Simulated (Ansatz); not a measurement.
# Geometry relaxation of C (part 1 of 2)

The run: geometry relaxation of C (P4mm, 3 atoms in the cell). Method and program: DFT PBE, scalar-relativistic, plane waves, PAW, no spin polarisation (Ansatz 0.2.0).

The structure was made by a generator, so it may or may not be a known phase. Figures and captions count atoms from 1; the log counts them from 0 in places.

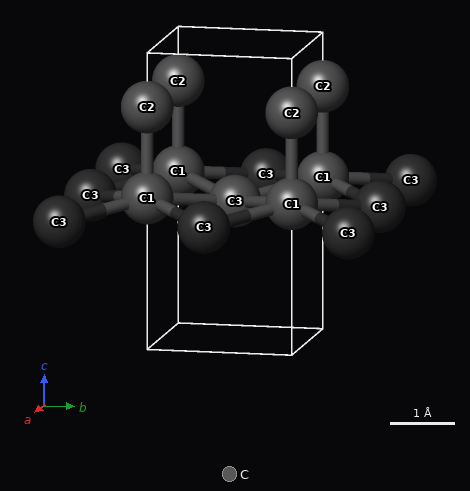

The input geometry (ball-and-stick view of the cell of the calculation, seen slightly off an axis; neighbours outside the cell are drawn fainter; atoms are numbered from 1 in the order of the input). An atom can appear more than once, as a periodic image. Near neighbours in the periodic cell (some may lie outside the picture): C has 5 C at 1.47 to 1.67 Å; C has 1 C at 1.47 Å; C has 4 C at 1.67 Å.

**Input**
```yaml
crystal:
  lattice:
    - [2.3450473335, 0.0, 0.0]
    - [0.0, 2.3450473335, 0.0]
    - [0.0, 0.0, 4.7839537311]
  atoms:
    - { symbol: C, position: [0.0, 0.0, 0.5109174255] }
    - { symbol: C, position: [0.0, 0.0, 0.8174645916] }
    - { symbol: C, position: [0.5, 0.5, 0.4656441429] }
basis:
  ecutwfc: 420
kpoints:
  mp_grid: { grid: [20, 20, 10] }
hamiltonian:
  xc: pbe
scf:
  occupations: { method: gaussian, width: 0.1 }
output:
  forces: true
  stress: true
  eigenvalues: true
  write_density: true
  write_potential: true
  elf: true
  volumetric_format: npy
relax:
  adjacent_minimum: "off"
  f_tol: 0.01
  max_steps: 80
  cell: { stress_tol: 0.05 }
```

Machine: 1 thread of Intel Xeon @ 2.50GHz (Skylake/Cascade Lake), 189 GiB of memory available, shared host.

Run as:
```bash
ansatz run input.yaml --threads 1 --pin off --max-ram 2560MiB --backend cpu --events-out ev --progress --plain --runs-dir out
```

**Output**
```
Engine: ansatz 0.2.0, x86_64-unknown-linux-gnu
Pseudopotentials: kind: paw
Pseudopotential: C, paw, valence charge 4, recommended cutoff 420 eV (normal), C.paw.azcp
Functional definition: PBE
  parameter kappa = 0.804
  parameter beta = 0.06672455060314922
  exchange = pbe_x(kappa = kappa, mu = beta*pi^2/3)
  correlation = pbe_c(beta = beta)
Crystal: 3 atoms, lattice volume = 26.308 Å³
Basis set: ecut = 420 eV, 507 PW (Γ), exchange–correlation on 32×32×64 points (8 copies of the dense FFT grid, shifted against one another)
Bands: 10, of which v1, the nominal top of the filled ones, is band 6 counted from 1 (5 counted from 0)
Symmetry: 8 space group operations
Space group: P4mm (ITA 99), of the structure as read, at distance tolerance 3.0e-5 Å
k-points: 396 of 4000 (time reversal used)
Non-local potential: C, projectors of the file, l = 0: 2, l = 1: 2, l = 2: 1
PAW form: soft (Blöchl's): semilocal exchange-correlation on the pseudo side does not see the compensation charge
PAW one-centre angular grid: C, 110 points (default); XC on 64 Gauss nodes
Initial density: superposition of atomic densities (neutral atoms: chi_scale 0, normalization atom), corrected by the library's trained network
Initial wavefunctions: pseudopotential atomic-orbital guess
Functional: x = pbe(κ = 0.804, μ = 0.2195149727645171), c = pbe(β = 0.06672455060314922)
SCF iter   1: F=—  HF=-743.773732 eV  |F-HF|=—  |Δ(HF+E_count)|=         —  Δρ=2.16e-2  dr2=1.28e-1  ethr=1.77e-3  ⟨swp⟩=5.6  Hψ=24782  notcnv=0
preconditioner: auto → none  [metal: Δε(μ)=0.013 eV  Ē_g=12.507 eV  σ=0.100 eV  W_gap=0.07  n_scr=2 (ndim 8)  ℏωp=25.1 eV  f_vac=0.003  D(μ)=0.81/eV (n_scr^D=2)  sad-step TF]
SCF iter   2: F=—  HF=-743.751550 eV  |F-HF|=—  |Δ(HF+E_count)|=   2.22e-2  Δρ=1.12e-2  dr2=4.32e-2  ethr=1.07e-3  ⟨swp⟩=1.4  Hψ=7317  notcnv=0  defer=35
SCF iter   3: F=—  HF=-743.743706 eV  |F-HF|=—  |Δ(HF+E_count)|=   7.84e-3  Δρ=1.98e-3  dr2=1.29e-3  ethr=3.60e-4  ⟨swp⟩=2.5  Hψ=7252  notcnv=0  defer=39
SCF iter   4: F=—  HF=-743.743695 eV  |F-HF|=—  |Δ(HF+E_count)|=   1.05e-5  Δρ=3.86e-4  dr2=4.35e-5  ethr=1.07e-5  ⟨swp⟩=2.2  Hψ=5593  notcnv=0  defer=39
SCF iter   5: F=—  HF=-743.743775 eV  |F-HF|=—  |Δ(HF+E_count)|=   7.92e-5  Δρ=1.67e-4  dr2=1.08e-5  ethr=3.62e-7  ⟨swp⟩=2.1  Hψ=5783  notcnv=0  defer=64
SCF iter   6: F=—  HF=-743.743773 eV  |F-HF|=—  |Δ(HF+E_count)|=   1.35e-6  Δρ=2.67e-5  dr2=1.91e-7  ethr=9.02e-8  ⟨swp⟩=2.1  Hψ=5434  notcnv=0  defer=65
SCF iter   7: F=-743.743773 eV  HF=-743.743773 eV  |F-HF|=8.06e-9  |Δ(HF+E_count)|=   1.08e-7  Δρ=6.06e-6  dr2=4.85e-9  ethr=8.33e-10  ⟨swp⟩=10.6  Hψ=28852  notcnv=0
SCF 1 converged in 7 iterations: F = -743.743773 eV  dr2 = 4.85e-9
  greatest PAW one-centre occupation: 0.723 electrons in one spin orbital (limit 2), on the C atom at site 1 (counted from 0), in its partial waves of l = 0
relax step   1: F+E_penalty+E_count = -743.74377327 eV  Δ(F+E_penalty+E_count) = +0.000e0 eV  max|allowed force component| = 3.465e-1 eV/Å  Δτ_max = 0.0000 Å  P = -0.019 GPa  Ω = 26.308 Å³  (7 SCF iters, dr2 threshold 1.00e-7 eV, accepted)
Crystal: 3 atoms, lattice volume = 26.569 Å³
Basis set: ecut = 420 eV, 509 PW (Γ), exchange–correlation on 32×32×64 points (8 copies of the dense FFT grid, shifted against one another)
Initial density: handed on by an earlier stage of this run
Initial wavefunctions: those handed on with the density
iter 1 solved again at ethr=1.97e-5 eV; its pass at ethr=3.10e-3 eV (dr2=2.36e-3 eV) is discarded
SCF iter   1: F=—  HF=-743.747890 eV  |F-HF|=—  |Δ(HF+E_count)|=         —  Δρ=3.22e-3  dr2=2.15e-3  ethr=1.97e-5  ⟨swp⟩=2.0  Hψ=35638  notcnv=0
preconditioner: auto → none  [metal: Δε(μ)=0.012 eV  Ē_g=12.484 eV  σ=0.100 eV  W_gap=0.07  n_scr=2 (ndim 8)  ℏωp=25.0 eV  f_vac=0.006  D(μ)=0.83/eV (n_scr^D=2)]
SCF iter   2: F=—  HF=-743.747640 eV  |F-HF|=—  |Δ(HF+E_count)|=   2.50e-4  Δρ=1.15e-3  dr2=1.33e-4  ethr=1.79e-5  ⟨swp⟩=1.0  Hψ=3960  notcnv=0
SCF iter   3: F=—  HF=-743.747701 eV  |F-HF|=—  |Δ(HF+E_count)|=   6.12e-5  Δρ=5.05e-4  dr2=3.13e-5  ethr=1.11e-6  ⟨swp⟩=2.2  Hψ=5476  notcnv=0
SCF iter   4: F=—  HF=-743.747704 eV  |F-HF|=—  |Δ(HF+E_count)|=   2.91e-6  Δρ=1.01e-4  dr2=2.21e-6  ethr=2.61e-7  ⟨swp⟩=2.4  Hψ=5666  notcnv=0
iter 5 did not close the SCF: its close was put off for the readings that it lacked (scf_convergence_deferred on its scf_iter line)
SCF iter   5: F=-743.747704 eV  HF=-743.747704 eV  |F-HF|=2.01e-8  |Δ(HF+E_count)|=   3.37e-8  Δρ=1.93e-5  dr2=3.44e-8  ethr=1.84e-8  ⟨swp⟩=2.6  Hψ=6100  notcnv=0
SCF iter   6: F=-743.747704 eV  HF=-743.747704 eV  |F-HF|=1.23e-9  |Δ(HF+E_count)|=   2.64e-8  Δρ=2.64e-6  dr2=2.08e-9  ethr=2.86e-10  ⟨swp⟩=6.1  Hψ=22777  notcnv=0
SCF 2 converged in 6 iterations: F = -743.747704 eV  dr2 = 2.08e-9
  greatest PAW one-centre occupation: 0.724 electrons in one spin orbital (limit 2), on the C atom at site 1 (counted from 0), in its partial waves of l = 0
relax step   2: F+E_penalty+E_count = -743.74770404 eV  Δ(F+E_penalty+E_count) = -3.931e-3 eV  max|allowed force component| = 2.168e-1 eV/Å  Δτ_max = 0.0152 Å  P = -0.187 GPa  Ω = 26.569 Å³  energy of the carried Pulay correction = -9.621e-4 eV  (6 SCF iters, dr2 threshold 3.00e-7 eV, accepted)
Crystal: 3 atoms, lattice volume = 26.836 Å³
iter 1 solved again at ethr=2.43e-5 eV; its pass at ethr=3.10e-3 eV (dr2=2.92e-3 eV) is discarded
SCF iter   1: F=—  HF=-743.749987 eV  |F-HF|=—  |Δ(HF+E_count)|=         —  Δρ=4.69e-3  dr2=2.89e-3  ethr=2.43e-5  ⟨swp⟩=1.4  Hψ=37265  notcnv=0
preconditioner: auto → LDOS  [metal: Δε(μ)=0.005 eV  Ē_g=12.494 eV  σ=0.100 eV  W_gap=0.03  n_scr=2 (ndim 8)  ℏωp=24.8 eV  f_vac=0.030  D(μ)=0.75/eV (n_scr^D=2)  β→1.0]
SCF iter   2: F=—  HF=-743.749763 eV  |F-HF|=—  |Δ(HF+E_count)|=   2.25e-4  Δρ=1.72e-3  dr2=9.12e-4  ethr=2.41e-5  ⟨swp⟩=2.6  Hψ=6214  notcnv=0
SCF iter   3: F=—  HF=-743.749515 eV  |F-HF|=—  |Δ(HF+E_count)|=   2.48e-4  Δρ=3.25e-4  dr2=3.08e-5  ethr=7.60e-6  ⟨swp⟩=2.6  Hψ=5965  notcnv=0
SCF iter   4: F=—  HF=-743.749536 eV  |F-HF|=—  |Δ(HF+E_count)|=   2.14e-5  Δρ=8.91e-5  dr2=2.51e-6  ethr=2.57e-7  ⟨swp⟩=2.1  Hψ=5640  notcnv=0
SCF iter   5: F=-743.749536 eV  HF=-743.749536 eV  |F-HF|=7.81e-9  |Δ(HF+E_count)|=   4.77e-7  Δρ=1.72e-5  dr2=6.77e-8  ethr=2.50e-9  ⟨swp⟩=10.8  Hψ=30966  notcnv=0
SCF 3 converged in 5 iterations: F = -743.749536 eV  dr2 = 6.77e-8
  greatest PAW one-centre occupation: 0.725 electrons in one spin orbital (limit 2), on the C atom at site 1 (counted from 0), in its partial waves of l = 0
relax step   3: F+E_penalty+E_count = -743.74953561 eV  Δ(F+E_penalty+E_count) = -1.832e-3 eV  max|allowed force component| = 3.506e-2 eV/Å  Δτ_max = 0.0239 Å  P = +0.191 GPa  Ω = 26.836 Å³  energy of the carried Pulay correction = -1.934e-3 eV  (5 SCF iters, dr2 threshold 3.00e-7 eV, accepted)
Crystal: 3 atoms, lattice volume = 26.806 Å³
iter 1 solved again at ethr=3.24e-6 eV; its pass at ethr=3.10e-3 eV (dr2=3.89e-4 eV) is discarded
SCF iter   1: F=—  HF=-743.749661 eV  |F-HF|=—  |Δ(HF+E_count)|=         —  Δρ=1.18e-3  dr2=3.73e-4  ethr=3.24e-6  ⟨swp⟩=2.2  Hψ=36029  notcnv=0
preconditioner: auto → LDOS  [metal: Δε(μ)=0.003 eV  Ē_g=12.473 eV  σ=0.100 eV  W_gap=0.01  n_scr=2 (ndim 8)  ℏωp=24.8 eV  f_vac=0.020  D(μ)=0.77/eV (n_scr^D=2)  β→1.0]
SCF iter   2: F=—  HF=-743.749638 eV  |F-HF|=—  |Δ(HF+E_count)|=   2.28e-5  Δρ=5.42e-4  dr2=1.61e-4  ethr=3.11e-6  ⟨swp⟩=2.1  Hψ=5602  notcnv=0
SCF iter   3: F=—  HF=-743.749606 eV  |F-HF|=—  |Δ(HF+E_count)|=   3.24e-5  Δρ=1.10e-4  dr2=3.31e-6  ethr=1.34e-6  ⟨swp⟩=2.2  Hψ=5451  notcnv=0
SCF iter   4: F=—  HF=-743.749638 eV  |F-HF|=—  |Δ(HF+E_count)|=   3.27e-5  Δρ=2.03e-5  dr2=6.06e-8  ethr=1.24e-9  ⟨swp⟩=8.3  Hψ=30544  notcnv=0
SCF iter   5: F=-743.749638 eV  HF=-743.749638 eV  |F-HF|=2.20e-9  |Δ(HF+E_count)|=   2.40e-8  Δρ=3.33e-6  dr2=1.60e-9  ethr=5.05e-10  ⟨swp⟩=6.2  Hψ=23585  notcnv=0
SCF 4 converged in 5 iterations: F = -743.749638 eV  dr2 = 1.60e-9
relax step   4: F+E_penalty+E_count = -743.74963823 eV  Δ(F+E_penalty+E_count) = -1.026e-4 eV  max|allowed force component| = 5.194e-2 eV/Å  Δτ_max = 0.0051 Å  P = -0.390 GPa  Ω = 26.806 Å³  energy of the carried Pulay correction = -1.826e-3 eV  (5 SCF iters, dr2 threshold 1.49e-7 eV, rejected (line search))
Crystal: 3 atoms, lattice volume = 26.811 Å³
iter 1 solved again at ethr=1.07e-6 eV; its pass at ethr=3.10e-3 eV (dr2=1.28e-4 eV) is discarded
SCF iter   1: F=—  HF=-743.749683 eV  |F-HF|=—  |Δ(HF+E_count)|=         —  Δρ=6.40e-4  dr2=1.25e-4  ethr=1.07e-6  ⟨swp⟩=2.2  Hψ=35761  notcnv=0
preconditioner: auto → LDOS  [metal: Δε(μ)=0.013 eV  Ē_g=12.490 eV  σ=0.100 eV  W_gap=0.07  n_scr=2 (ndim 8)  ℏωp=24.8 eV  f_vac=0.024  D(μ)=0.75/eV (n_scr^D=2)  β→1.0]
SCF iter   2: F=—  HF=-743.749673 eV  |F-HF|=—  |Δ(HF+E_count)|=   1.05e-5  Δρ=3.16e-4  dr2=5.70e-5  ethr=1.04e-6  ⟨swp⟩=2.0  Hψ=5624  notcnv=0
SCF iter   3: F=—  HF=-743.749692 eV  |F-HF|=—  |Δ(HF+E_count)|=   1.86e-5  Δρ=6.23e-5  dr2=1.06e-6  ethr=4.75e-7  ⟨swp⟩=2.1  Hψ=5398  notcnv=0
SCF iter   4: F=—  HF=-743.749691 eV  |F-HF|=—  |Δ(HF+E_count)|=   1.09e-7  Δρ=1.10e-5  dr2=1.56e-8  ethr=8.80e-9  ⟨swp⟩=2.1  Hψ=5610  notcnv=0
SCF iter   5: F=—  HF=-743.749691 eV  |F-HF|=—  |Δ(HF+E_count)|=   1.26e-8  Δρ=1.93e-6  dr2=5.39e-10  ethr=1.30e-10  ⟨swp⟩=2.3  Hψ=6229  notcnv=0
SCF iter   6: F=-743.749691 eV  HF=-743.749691 eV  |F-HF|=3.64e-12  |Δ(HF+E_count)|=  7.95e-10  Δρ=3.51e-7  dr2=2.37e-11  ethr=1.00e-12  ⟨swp⟩=7.0  Hψ=18458  notcnv=0
SCF 5 converged in 6 iterations: F = -743.749691 eV  dr2 = 2.37e-11
relax step   5: F+E_penalty+E_count = -743.74969147 eV  Δ(F+E_penalty+E_count) = -1.559e-4 eV  max|allowed force component| = 1.700e-3 eV/Å  Δτ_max = 0.0026 Å  P = +0.005 GPa  Ω = 26.811 Å³  energy of the carried Pulay correction = -1.845e-3 eV  (6 SCF iters, accepted)
Crystal: 3 atoms, lattice volume = 26.775 Å³
iter 1 solved again at ethr=3.71e-7 eV; its pass at ethr=3.10e-3 eV (dr2=4.45e-5 eV) is discarded
SCF iter   1: F=—  HF=-743.749803 eV  |F-HF|=—  |Δ(HF+E_count)|=         —  Δρ=3.71e-4  dr2=4.20e-5  ethr=3.71e-7  ⟨swp⟩=2.6  Hψ=35927  notcnv=0
preconditioner: auto → LDOS  [metal: Δε(μ)=0.011 eV  Ē_g=12.491 eV  σ=0.100 eV  W_gap=0.06  n_scr=2 (ndim 8)  ℏωp=24.9 eV  f_vac=0.021  D(μ)=0.75/eV (n_scr^D=2)  β→1.0]
SCF iter   2: F=—  HF=-743.749835 eV  |F-HF|=—  |Δ(HF+E_count)|=   3.16e-5  Δρ=1.50e-4  dr2=1.20e-5  ethr=3.50e-7  ⟨swp⟩=2.6  Hψ=5665  notcnv=0
SCF iter   3: F=—  HF=-743.749832 eV  |F-HF|=—  |Δ(HF+E_count)|=   2.88e-6  Δρ=3.59e-5  dr2=4.26e-7  ethr=9.97e-8  ⟨swp⟩=2.5  Hψ=5660  notcnv=0
SCF iter   4: F=—  HF=-743.749832 eV  |F-HF|=—  |Δ(HF+E_count)|=   2.94e-7  Δρ=7.19e-6  dr2=1.12e-8  ethr=3.55e-9  ⟨swp⟩=2.1  Hψ=5530  notcnv=0
SCF iter   5: F=—  HF=-743.749832 eV  |F-HF|=—  |Δ(HF+E_count)|=   1.92e-9  Δρ=1.38e-6  dr2=3.25e-10  ethr=9.34e-11  ⟨swp⟩=2.6  Hψ=6076  notcnv=0
SCF iter   6: F=-743.749832 eV  HF=-743.749832 eV  |F-HF|=1.53e-11  |Δ(HF+E_count)|=  4.73e-10  Δρ=2.74e-7  dr2=9.16e-12  ethr=1.00e-12  ⟨swp⟩=6.8  Hψ=17938  notcnv=0
SCF 6 converged in 6 iterations: F = -743.749832 eV  dr2 = 9.16e-12
relax step   6: F+E_penalty+E_count = -743.74983233 eV  Δ(F+E_penalty+E_count) = -1.409e-4 eV  max|allowed force component| = 1.211e-3 eV/Å  Δτ_max = 0.0015 Å  P = -0.003 GPa  Ω = 26.775 Å³  energy of the carried Pulay correction = -1.713e-3 eV  (6 SCF iters, accepted)
Basis set: ecut = 420 eV, 509 PW (Γ), exchange–correlation on 32×32×72 points (8 copies of the dense FFT grid, shifted against one another)
Initial wavefunctions: pseudopotential atomic-orbital guess (no wavefunctions were taken with the density)
iter 1 solved again at ethr=6.87e-8 eV; its pass at ethr=3.10e-3 eV (dr2=8.25e-6 eV) is discarded
SCF iter   1: F=—  HF=-743.751619 eV  |F-HF|=—  |Δ(HF+E_count)|=         —  Δρ=1.21e-4  dr2=5.52e-7  ethr=6.87e-8  ⟨swp⟩=4.1  Hψ=37134  notcnv=0
preconditioner: auto → LDOS  [metal: Δε(μ)=0.012 eV  Ē_g=12.490 eV  σ=0.100 eV  W_gap=0.07  n_scr=2 (ndim 8)  ℏωp=24.9 eV  f_vac=0.020  D(μ)=0.75/eV (n_scr^D=2)  β→1.0]
SCF iter   2: F=—  HF=-743.751668 eV  |F-HF|=—  |Δ(HF+E_count)|=   4.86e-5  Δρ=1.01e-5  dr2=1.29e-8  ethr=4.60e-9  ⟨swp⟩=2.0  Hψ=6336  notcnv=0
SCF iter   3: F=—  HF=-743.751668 eV  |F-HF|=—  |Δ(HF+E_count)|=   2.32e-9  Δρ=1.25e-6  dr2=2.80e-10  ethr=1.07e-10  ⟨swp⟩=2.4  Hψ=6270  notcnv=0
SCF iter   4: F=-743.751668 eV  HF=-743.751668 eV  |F-HF|=9.44e-12  |Δ(HF+E_count)|=  4.81e-11  Δρ=2.38e-7  dr2=1.67e-11  ethr=1.00e-12  ⟨swp⟩=7.5  Hψ=21785  notcnv=0
SCF 7 converged in 4 iterations: F = -743.751668 eV  dr2 = 1.67e-11
relax step   7: F+E_penalty+E_count = -743.75166766 eV  Δ(F+E_penalty+E_count) = -1.835e-3 eV  max|allowed force component| = 2.194e-3 eV/Å  Δτ_max = 0.0000 Å  P = +0.098 GPa  Ω = 26.775 Å³  stress off target by 1.03e-1 GPa  SCF on the basis re-selected at this cell (its energy is not comparable with the rows above)  (4 SCF iters)
basis re-selected at this cell: Δ(F+E_penalty+E_count) = -1.835e-3 eV, ΔP = +0.101 GPa vs the last step (what re-selecting the basis moved, of the pressure what is left beyond the Pulay correction that the steps carried, after the strain that the cell walked since its last selection, with what the two solves' SCF thresholds leave and, on support functions, any second-order correction that the steps lacked; it is no measure of the basis error at this ecutwfc). The dense FFT grid was sized anew with the basis: this SCF ran on 16×16×36 points, the steps before it on 16×16×32, so part of this shift can come from that change (see relax.cell in the input reference). This SCF's stress stands 1.03e-1 GPa from its target on what of the cell is left free (relax.cell.stress_tol is 5.00e-2 GPa) and its largest allowed force component is 2.19e-3 eV/Å (relax.f_tol is 1.00e-2 eV/Å): not within both, so this SCF does not close the relaxation
Crystal: 3 atoms, lattice volume = 26.880 Å³
Basis set: ecut = 420 eV, 517 PW (Γ), exchange–correlation on 32×32×72 points (8 copies of the dense FFT grid, shifted against one another)
iter 1 solved again at ethr=2.81e-6 eV; its pass at ethr=3.10e-3 eV (dr2=3.37e-4 eV) is discarded
```
